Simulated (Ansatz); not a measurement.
```
Zn
1.0
     5.69447    0.00000    0.00000
     0.00000    5.69447    0.00000
     0.00000    0.00000    5.69447
Zn
8
Direct
  0.50000 0.00000 0.00000
  0.00000 0.50000 0.00000
  0.00000 0.00000 0.50000
  0.50000 0.50000 0.50000
  0.75000 0.25000 0.25000
  0.25000 0.75000 0.25000
  0.25000 0.25000 0.75000
  0.75000 0.75000 0.75000
```

Space group Fd-3m.

Computed with DFT r2SCAN, scalar-relativistic, plane waves, PAW in Ansatz 0.2.0.

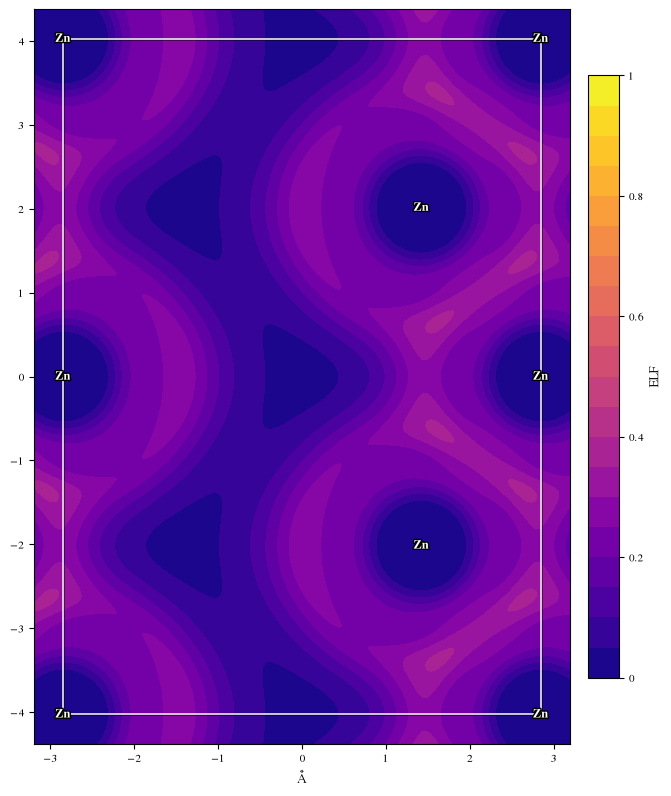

Zn. Electron localisation function on the (110) plane of the conventional cell.

> Describe what can be read from this map.

- The plane passes through Zn nuclei.
- Zn–Zn (2.47 Å): the ELF is about 0.35 at the midpoint.
